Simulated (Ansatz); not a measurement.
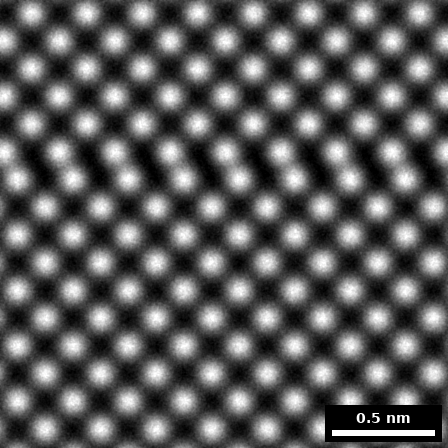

Integrated-DPC-like image of Cu (Fd-3m, No. 227) along [001]. Simulated as the projected potential of neutral atoms (B = 0.3 Å²) blurred by a 0.99 Å probe, the thin-sample limit of integrated differential phase contrast. Shot noise was added.

One planar defect was built into the perfect crystal by geometry alone, without relaxation. Host structure: the end point of a relaxation with DFT, RPBE, plane waves (420 eV) with PAW, scalar-relativistic in Ansatz 0.2.0; the starting structure was generated, so it need not be a known form of this composition.

Find the planar defect and say what kind it is.

Answer. A planar fault (a stacking fault) runs horizontally about 8 Å below the top edge. The part above it is shifted along the boundary by 1/4 of the 2.72 Å repeat of the rows (0.7 Å to the right, the same as 2.0 Å to the left); both parts keep the same orientation.
